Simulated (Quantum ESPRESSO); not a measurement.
# H on fcc sites of Ni(111), stepped through the coverage, part 2 of 10

What law, if any, do the results for H on fcc sites of Ni(111) follow against the coverage?

Quantum ESPRESSO 7.5; plane-wave DFT, PBE, GBRV ultrasoft pseudopotentials.

So far. Step 2 (Relaxing cell and ions of the reference):  The last row is no step: it is a fresh SCF in the final cell with a new plane-wave basis, +0 meV from the row before. The relaxed cell has a = 3.518 Å (conventional setting).

## (3) SCF with pw.x of the reference

A bulk run at that cell gives the reference energy and levels.

Input file ref.bulk.in:

```
&control
  prefix = 'ref.bulk'
  outdir = './out'
  pseudo_dir = './pseudo'
  calculation = 'scf'
  tprnfor = .true.
/
&system
  ibrav = 0
  nat = 1
  ntyp = 1
  ecutwfc = 40
  ecutrho = 200
  occupations = 'smearing'
  smearing = 'mv'
  degauss = 0.02
  nspin = 2
  starting_magnetization(1) = 0.12
/
&electrons
  conv_thr = 1e-09
  mixing_beta = 0.4
  electron_maxstep = 120
/
ATOMIC_SPECIES
  Ni  58.6934  ni_pbe_v1.4.uspp.F.UPF
CELL_PARAMETERS angstrom
  0.00000000000000 1.75877554200000 1.75877554200000
  1.75877554200000 0.00000000000000 1.75877554200000
  1.75877554200000 1.75877554200000 0.00000000000000
ATOMIC_POSITIONS crystal
  Ni  0.000000000000 0.000000000000 0.000000000000
K_POINTS automatic
  20 20 20 0 0 0
```

On the command line:

```
$ OMP_NUM_THREADS=1 mpirun -n 16 pw.x -nk 16 -in ref.bulk.in > ref.bulk.out
```

Log:

```text
[banner, memory and clock lines left out]
Program PWSCF v.7.5 starts
[citation notice left out]

[...]
Message from routine setup:
[...]
bravais-lattice index     =            0
     lattice parameter (alat)  =       4.7003  a.u.
     unit-cell volume          =      73.4273 (a.u.)^3
     number of atoms/cell      =            1
     number of atomic types    =            1
     number of electrons       =        18.00
     number of Kohn-Sham states=           13
     kinetic-energy cutoff     =      40.0000  Ry
     charge density cutoff     =     200.0000  Ry
     scf convergence threshold =      1.0E-09
     mixing beta               =       0.4000
     number of iterations used =            8  plain     mixing
     Exchange-correlation=  SLA  PW   PBX  PBC
                           (   1   4   3   4   0   0   0)

[...]
PseudoPot. # 1 for Ni read from file:
     ./pseudo/ni_pbe_v1.4.uspp.F.UPF
     Pseudo is Ultrasoft + core correction, Zval = 18.0
     Generated by new atomic code, or converted to UPF format
     Using radial grid of  865 points,  6 beta functions with:
                l(1) =   0
                l(2) =   0
                l(3) =   1
                l(4) =   1
                l(5) =   2
                l(6) =   2
     Q(r) pseudized with 10 coefficients,  rinner =    0.980   0.980   0.980
                                                       0.980   0.980

     atomic species   valence    mass     pseudopotential
     Ni               18.00    58.69340     Ni( 1.00)

     Starting magnetic structure
     atomic species   magnetization
     Ni              0.120

     48 Sym. Ops., with inversion, found

[...]
number of k points=   256  Marzari-Vanderbilt smearing, width (Ry)=  0.0200

     Number of k-points >= 100: set verbosity='high' to print them.

     Dense  grid:     3479 G-vectors     FFT dimensions: (  24,  24,  24)

     Smooth grid:     2565 G-vectors     FFT dimensions: (  20,  20,  20)

     Check: negative core charge=   -0.000033
     Generating pointlists ...
     new r_m :   0.4125 (alat units)  1.9389 (a.u.) for type    1

     Initial potential from superposition of free atoms

     starting charge      16.0000, renormalised to      18.0000
     Starting wfcs are   13 randomized atomic wfcs

     per-process dynamical memory:    11.6 Mb

     Self-consistent Calculation

     iteration #  1     ecut=    40.00 Ry     beta= 0.40
     Davidson diagonalization with overlap
     ethr =  1.00E-02,  avg # of iterations =  4.4

     total energy              =    -333.35530903 Ry
     estimated scf accuracy    <      31.38893742 Ry

     total magnetization       =     0.43 Bohr mag/cell
     absolute magnetization    =     0.48 Bohr mag/cell

     iteration #  2     ecut=    40.00 Ry     beta= 0.40
[...]
total energy              =    -341.74426984 Ry
     estimated scf accuracy    <       9.80130779 Ry

     total magnetization       =    -0.00 Bohr mag/cell
     absolute magnetization    =     0.12 Bohr mag/cell

     iteration #  3     ecut=    40.00 Ry     beta= 0.40
[...]
total energy              =    -343.27253108 Ry
     estimated scf accuracy    <       0.02192992 Ry

     total magnetization       =     0.80 Bohr mag/cell
     absolute magnetization    =     0.90 Bohr mag/cell

     iteration #  4     ecut=    40.00 Ry     beta= 0.40
[...]
total energy              =    -343.27711932 Ry
     estimated scf accuracy    <       0.00339302 Ry

     total magnetization       =     0.72 Bohr mag/cell
     absolute magnetization    =     0.83 Bohr mag/cell

     iteration #  5     ecut=    40.00 Ry     beta= 0.40
[...]
total energy              =    -343.27735514 Ry
     estimated scf accuracy    <       0.00200279 Ry

     total magnetization       =     0.68 Bohr mag/cell
     absolute magnetization    =     0.79 Bohr mag/cell

     iteration #  6     ecut=    40.00 Ry     beta= 0.40
[...]
total energy              =    -343.27781206 Ry
     estimated scf accuracy    <       0.00046330 Ry

     total magnetization       =     0.67 Bohr mag/cell
     absolute magnetization    =     0.78 Bohr mag/cell

[...]
iteration #  9     ecut=    40.00 Ry     beta= 0.40
[...]
total energy              =    -343.27791582 Ry
     estimated scf accuracy    <       0.00000011 Ry

     total magnetization       =     0.67 Bohr mag/cell
     absolute magnetization    =     0.77 Bohr mag/cell

     iteration # 10     ecut=    40.00 Ry     beta= 0.40
[...]
total energy              =    -343.27791586 Ry
     estimated scf accuracy    <          8.5E-09 Ry

     total magnetization       =     0.67 Bohr mag/cell
     absolute magnetization    =     0.77 Bohr mag/cell

     iteration # 11     ecut=    40.00 Ry     beta= 0.40
[...]
total energy              =    -343.27791586 Ry
     estimated scf accuracy    <          3.4E-09 Ry

     total magnetization       =     0.67 Bohr mag/cell
     absolute magnetization    =     0.77 Bohr mag/cell

     iteration # 12     ecut=    40.00 Ry     beta= 0.40
[...]
Magnetic moment per site  (integrated on atomic sphere of radius R)
     atom   1 (R=0.412)  charge= 16.7012  magn=  0.7126

[...]
End of self-consistent calculation

     Number of k-points >= 100: set verbosity='high' to print the bands.

     the Fermi energy is    17.8966 ev

!    total energy              =    -343.27791587 Ry
     estimated scf accuracy    <          2.6E-10 Ry
     smearing contrib. (-TS)   =      -0.00014142 Ry
     internal energy E=F+TS    =    -343.27777445 Ry

     The total energy is F=E-TS. E is the sum of the following terms:
     one-electron contribution =    -191.70134219 Ry
     hartree contribution      =     107.46363859 Ry
     xc contribution           =     -35.56349652 Ry
     ewald contribution        =    -223.47657432 Ry

     total magnetization       =     0.67 Bohr mag/cell
     absolute magnetization    =     0.77 Bohr mag/cell

     convergence has been achieved in  12 iterations

     Forces acting on atoms (cartesian axes, Ry/au):

     atom    1 type  1   force =     0.00000000    0.00000000    0.00000000

     Total force =     0.000000     Total SCF correction =     0.000000

[...]
```

Elapsed: 2.6 s, on 16 MPI ranks of Arm Neoverse V2, shared host; peak memory 0.72 GiB.

Numbers from this step:

| Property | Result |
| --- | --- |
| free energy | -4670.5340 eV |
| site moments | 0.7126 μB |

## (4) Relaxation with pw.x of the reference

The free molecule gives the reference for adsorption energies.

System of this step: H₂ molecule in a box. The cell holds 2 atoms: 2 H. Its edges and angles: a = 11.000 Å, b = 11.500 Å, c = 13.000 Å, α = 90.0°, β = 90.0°, γ = 90.0°. Vacuum lies along a, b and c.

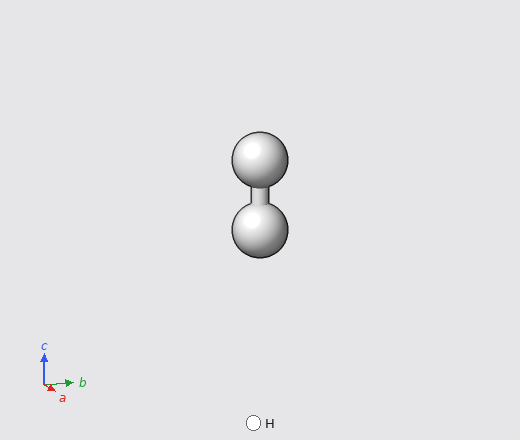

The cell of this step (hydrogen white).

Input file ref.gas.in:

```
&control
  prefix = 'ref.gas'
  outdir = './out'
  pseudo_dir = './pseudo'
  nstep = 40
  forc_conv_thr = 0.001
  calculation = 'relax'
/
&system
  ibrav = 0
  nat = 2
  ntyp = 1
  ecutwfc = 40
  ecutrho = 200
  occupations = 'smearing'
  smearing = 'gaussian'
  degauss = 0.002
/
&electrons
  conv_thr = 1e-07
  mixing_beta = 0.4
  electron_maxstep = 120
/
&ions
/
ATOMIC_SPECIES
  H   1.0080  h_pbe_v1.4.uspp.F.UPF
CELL_PARAMETERS angstrom
  11.00000000000000 0.00000000000000 0.00000000000000
  0.00000000000000 11.50000000000000 0.00000000000000
  0.00000000000000 0.00000000000000 13.00000000000000
ATOMIC_POSITIONS crystal
  H   0.500000000000 0.500000000000 0.471153846154
  H   0.500000000000 0.500000000000 0.528846153846
K_POINTS automatic
  1 1 1 0 0 0
```

On the command line:

```
$ OMP_NUM_THREADS=1 mpirun -n 16 pw.x -nk 1 -in ref.gas.in > ref.gas.out
```

Log:

```text
[banner, memory and clock lines left out]
Program PWSCF v.7.5 starts

          URL

     Message from routine setup:
     using ibrav=0 with symmetry is DISCOURAGED, use correct ibrav instead

     bravais-lattice index     =            0
     lattice parameter (alat)  =      20.7870  a.u.
     unit-cell volume          =   11097.6361 (a.u.)^3
     number of atoms/cell      =            2
     number of atomic types    =            1
     number of electrons       =         2.00
     number of Kohn-Sham states=            5
     kinetic-energy cutoff     =      40.0000  Ry
     charge density cutoff     =     200.0000  Ry
     scf convergence threshold =      1.0E-07
     mixing beta               =       0.4000
     number of iterations used =            8  plain     mixing
     energy convergence thresh.=      1.0E-04
     force convergence thresh. =      1.0E-03
     Exchange-correlation=  SLA  PW   PBX  PBC
                           (   1   4   3   4   0   0   0)
     nstep                     =           40

     celldm(1)=  20.786987  celldm(2)=   0.000000  celldm(3)=   0.000000
     celldm(4)=   0.000000  celldm(5)=   0.000000  celldm(6)=   0.000000

     crystal axes: (cart. coord. in units of alat)
               a(1) = (   1.000000   0.000000   0.000000 )
               a(2) = (   0.000000   1.045455   0.000000 )
               a(3) = (   0.000000   0.000000   1.181818 )

     reciprocal axes: (cart. coord. in units 2 pi/alat)
               b(1) = (  1.000000  0.000000  0.000000 )
               b(2) = (  0.000000  0.956522  0.000000 )
               b(3) = (  0.000000  0.000000  0.846154 )

     PseudoPot. # 1 for H  read from file:
     ./pseudo/h_pbe_v1.4.uspp.F.UPF
     Pseudo is Ultrasoft, Zval =  1.0
     Generated by new atomic code, or converted to UPF format
     Using radial grid of  615 points,  2 beta functions with:
                l(1) =   0
                l(2) =   0
     Q(r) pseudized with  8 coefficients,  rinner =    0.700

     atomic species   valence    mass     pseudopotential
     H                 1.00     1.00800     H ( 1.00)

      8 Sym. Ops., with inversion, found

   Cartesian axes

     site n.     atom                  positions (alat units)
         1        H      tau(   1) = (   0.5000000   0.5227273   0.5568182  )
         2        H      tau(   2) = (   0.5000000   0.5227273   0.6250000  )

     number of k points=     1  Gaussian smearing, width (Ry)=  0.0020
                       cart. coord. in units 2pi/alat
        k(    1) = (   0.0000000   0.0000000   0.0000000), wk =   2.0000000

     Dense  grid:   530123 G-vectors     FFT dimensions: (  96, 100, 120)

     Smooth grid:   379275 G-vectors     FFT dimensions: (  90,  90, 100)

     Initial potential from superposition of free atoms

     starting charge       2.0000, renormalised to       2.0000

     negative rho (up, down):  3.734E-04 0.000E+00
     Starting wfcs are    2 randomized atomic wfcs +    3 random wfcs

     per-process dynamical memory:    21.6 Mb

     Self-consistent Calculation

     iteration #  1     ecut=    40.00 Ry     beta= 0.40
     Davidson diagonalization with overlap
     ethr =  1.00E-02,  avg # of iterations =  7.0

     negative rho (up, down):  6.838E-04 0.000E+00

     total energy              =      -2.33997634 Ry
     estimated scf accuracy    <       0.11156298 Ry

     iteration #  2     ecut=    40.00 Ry     beta= 0.40
     Davidson diagonalization with overlap
     ethr =  5.58E-03,  avg # of iterations =  1.0

     negative rho (up, down):  9.467E-04 0.000E+00

     total energy              =      -2.32678332 Ry
     estimated scf accuracy    <       0.02747960 Ry

     iteration #  3     ecut=    40.00 Ry     beta= 0.40
     Davidson diagonalization with overlap
     ethr =  1.37E-03,  avg # of iterations =  2.0

     negative rho (up, down):  1.041E-03 0.000E+00

     total energy              =      -2.33005095 Ry
     estimated scf accuracy    <       0.00009308 Ry

     iteration #  4     ecut=    40.00 Ry     beta= 0.40
     Davidson diagonalization with overlap
     c_bands:  3 eigenvalues not converged
     ethr =  4.65E-06,  avg # of iterations = 20.0

     negative rho (up, down):  1.119E-03 0.000E+00

     total energy              =      -2.33004472 Ry
     estimated scf accuracy    <       0.00008326 Ry

     iteration #  5     ecut=    40.00 Ry     beta= 0.40
     Davidson diagonalization with overlap
     c_bands:  1 eigenvalues not converged
     ethr =  4.16E-06,  avg # of iterations = 20.0

     negative rho (up, down):  1.200E-03 0.000E+00

     End of self-consistent calculation

          k = 0.0000 0.0000 0.0000 ( 47391 PWs)   bands (ev):

   -10.3212  -0.2758   0.1841   0.6302   0.7317

     the Fermi energy is    -4.7948 ev

!    total energy              =      -2.33005442 Ry
     estimated scf accuracy    <       0.00000007 Ry
     smearing contrib. (-TS)   =      -0.00000000 Ry
     internal energy E=F+TS    =      -2.33005442 Ry

     The total energy is F=E-TS. E is the sum of the following terms:
     one-electron contribution =      -3.97240809 Ry
     hartree contribution      =       2.10899166 Ry
     xc contribution           =      -1.37333088 Ry
     ewald contribution        =       0.90669289 Ry

     convergence has been achieved in   5 iterations

     Forces acting on atoms (cartesian axes, Ry/au):

     atom    1 type  1   force =     0.00000000    0.00000000   -0.01656851
     atom    2 type  1   force =     0.00000000    0.00000000    0.01656851

     Total force =     0.023431     Total SCF correction =     0.000076

     BFGS Geometry Optimization
     Energy error            =      5.5E-04 Ry
     Gradient error          =      1.7E-02 Ry/Bohr

     number of scf cycles    =   1
     number of bfgs steps    =   0

     energy             new  =      -2.3300544213 Ry

     new trust radius        =       0.0165685131 bohr
     new conv_thr            =       0.0000001000 Ry

ATOMIC_POSITIONS (crystal)
H                0.5000000000        0.5000000000        0.4704794093
H                0.5000000000        0.5000000000        0.5295205907

     XML data file
     NEW-OLD atomic charge density approx. for the potential

     negative rho (up, down):  1.193E-03 0.000E+00

     per-process dynamical memory:    34.5 Mb

     Self-consistent Calculation

     iteration #  1     ecut=    40.00 Ry     beta= 0.40
     Davidson diagonalization with overlap
     c_bands:  1 eigenvalues not converged
     ethr =  1.00E-06,  avg # of iterations = 20.0

     negative rho (up, down):  1.181E-03 0.000E+00

     total energy              =      -2.33019166 Ry
     estimated scf accuracy    <       0.00007782 Ry

     iteration #  2     ecut=    40.00 Ry     beta= 0.40
     Davidson diagonalization with overlap
     ethr =  3.89E-06,  avg # of iterations = 12.0

     negative rho (up, down):  1.176E-03 0.000E+00

     total energy              =      -2.33018665 Ry
     estimated scf accuracy    <       0.00001832 Ry

     iteration #  3     ecut=    40.00 Ry     beta= 0.40
     Davidson diagonalization with overlap
     ethr =  9.16E-07,  avg # of iterations =  2.0

     negative rho (up, down):  1.175E-03 0.000E+00

     total energy              =      -2.33018869 Ry
     estimated scf accuracy    <       0.00000016 Ry

     iteration #  4     ecut=    40.00 Ry     beta= 0.40
     Davidson diagonalization with overlap
     ethr =  8.03E-09,  avg # of iterations =  2.0

     negative rho (up, down):  1.172E-03 0.000E+00

     End of self-consistent calculation

          k = 0.0000 0.0000 0.0000 ( 47391 PWs)   bands (ev):

   -10.2388  -0.2785   0.1441   0.6271   0.6751

     the Fermi energy is    -4.7819 ev

!    total energy              =      -2.33018871 Ry
     estimated scf accuracy    <       0.00000002 Ry
     smearing contrib. (-TS)   =      -0.00000000 Ry
     internal energy E=F+TS    =      -2.33018871 Ry

     The total energy is F=E-TS. E is the sum of the following terms:
     one-electron contribution =      -3.92809960 Ry
     hartree contribution      =       2.08615276 Ry
     xc contribution           =      -1.36271632 Ry
     ewald contribution        =       0.87447445 Ry

     convergence has been achieved in   4 iterations

     Forces acting on atoms (cartesian axes, Ry/au):

     atom    1 type  1   force =     0.00000000    0.00000000    0.00803632
     atom    2 type  1   force =     0.00000000    0.00000000   -0.00803632

     Total force =     0.011365     Total SCF correction =     0.000039
     Energy error            =      1.3E-04 Ry
     Gradient error          =      8.0E-03 Ry/Bohr

     number of scf cycles    =   2
     number of bfgs steps    =   1

     energy             old  =      -2.3300544213 Ry
     energy             new  =      -2.3301887063 Ry

     CASE: energy            _new < energy            _old

     new trust radius        =       0.0054115350 bohr
     new conv_thr            =       0.0000000013 Ry

ATOMIC_POSITIONS (crystal)
H                0.5000000000        0.5000000000        0.4706996909
H                0.5000000000        0.5000000000        0.5293003091

     XML data file
     NEW-OLD atomic charge density approx. for the potential

     negative rho (up, down):  1.173E-03 0.000E+00

     per-process dynamical memory:    35.9 Mb

     Self-consistent Calculation

     iteration #  1     ecut=    40.00 Ry     beta= 0.40
     Davidson diagonalization with overlap
     ethr =  1.00E-06,  avg # of iterations =  2.0

     negative rho (up, down):  1.177E-03 0.000E+00

     total energy              =      -2.33023453 Ry
     estimated scf accuracy    <       0.00000816 Ry

     iteration #  2     ecut=    40.00 Ry     beta= 0.40
     Davidson diagonalization with overlap
     ethr =  4.08E-07,  avg # of iterations =  1.0

     negative rho (up, down):  1.179E-03 0.000E+00

     total energy              =      -2.33023381 Ry
     estimated scf accuracy    <       0.00000212 Ry

     iteration #  3     ecut=    40.00 Ry     beta= 0.40
     Davidson diagonalization with overlap
     ethr =  1.06E-07,  avg # of iterations =  2.0

     negative rho (up, down):  1.180E-03 0.000E+00

     total energy              =      -2.33023410 Ry
     estimated scf accuracy    <       0.00000003 Ry

     iteration #  4     ecut=    40.00 Ry     beta= 0.40
     Davidson diagonalization with overlap
     ethr =  1.32E-09,  avg # of iterations =  2.0

     negative rho (up, down):  1.181E-03 0.000E+00

     total energy              =      -2.33023410 Ry
     estimated scf accuracy    <       0.00000004 Ry

     iteration #  5     ecut=    40.00 Ry     beta= 0.40
     Davidson diagonalization with overlap
     ethr =  1.32E-09,  avg # of iterations =  2.0

     negative rho (up, down):  1.182E-03 0.000E+00

     End of self-consistent calculation

          k = 0.0000 0.0000 0.0000 ( 47391 PWs)   bands (ev):

   -10.2668  -0.2786   0.1570   0.6265   0.6760

     the Fermi energy is    -4.7954 ev

!    total energy              =      -2.33023409 Ry
     estimated scf accuracy    <          2.0E-11 Ry
     smearing contrib. (-TS)   =      -0.00000000 Ry
     internal energy E=F+TS    =      -2.33023409 Ry

     The total energy is F=E-TS. E is the sum of the following terms:
     one-electron contribution =      -3.94251665 Ry
     hartree contribution      =       2.09364958 Ry
     xc contribution           =      -1.36620125 Ry
     ewald contribution        =       0.88483422 Ry

     convergence has been achieved in   5 iterations

     Forces acting on atoms (cartesian axes, Ry/au):

     atom    1 type  1   force =     0.00000000    0.00000000    0.00030169
     atom    2 type  1   force =     0.00000000    0.00000000   -0.00030169

     Total force =     0.000427     Total SCF correction =     0.000001
     Energy error            =      4.5E-05 Ry
     Gradient error          =      3.0E-04 Ry/Bohr

     bfgs converged in   3 scf cycles and   2 bfgs steps
     (criteria: energy <  1.0E-04 Ry, force <  1.0E-03 Ry/Bohr)

     End of BFGS Geometry Optimization

     Final energy             =      -2.3302340898 Ry

     File ./out/ref.gas.bfgs deleted, as requested
Begin final coordinates

ATOMIC_POSITIONS (crystal)
H                0.5000000000        0.5000000000        0.4706996909
H                0.5000000000        0.5000000000        0.5293003091
End final coordinates

     XML data file, charge density, pseudopotentials, collected wavefunctions

                                        0.00s GPU  (     110 calls)
```

The job ended after 2.2 s (16 MPI ranks; peak memory 1.3 GiB; 33 s of CPU time).

The steps of the relaxation:

```csv
step,energy less that of the first step (eV),largest force (eV/Å)
1,0.0000,0.4260
2,-0.0018,0.2066
3,-0.0024,0.0078
```

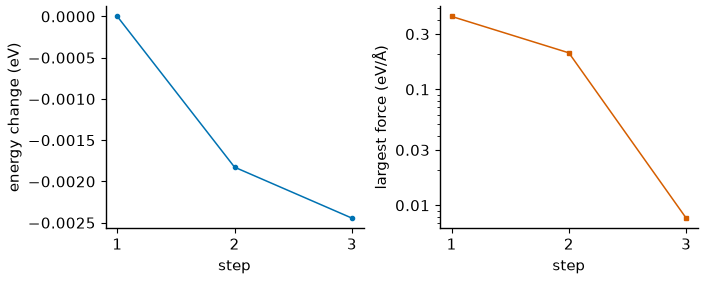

Energy and largest force along the relaxation.

The relaxed structure:

```
CELL_PARAMETERS angstrom
11.00000 0.00000 0.00000
0.00000 11.50000 0.00000
0.00000 0.00000 13.00000
ATOMIC_POSITIONS crystal
H 0.50000 0.50000 0.47070
H 0.50000 0.50000 0.52930
```

The relaxation lowers the energy by 1 meV an atom.

This step gave:

```
free energy  : -31.70 eV
Fermi energy : -4.795 eV
```

(Continued in part 3 of 10.)

[Logs are printed without paths, hosts, clocks, repeated set-up lines and the standing remarks that a program may print on its own settings, such as how far it seeks lower states.]

[Hosts, paths, dates, database ids (printed as entryN), source tags and the programs' standing remarks are cut or masked in the printed files.]

[Maps of the electrostatic potential energy from Ansatz leave out the sawtooth potential of an applied field or a dipole correction, so their vacuum need not be flat; planar profiles and work functions include it.]
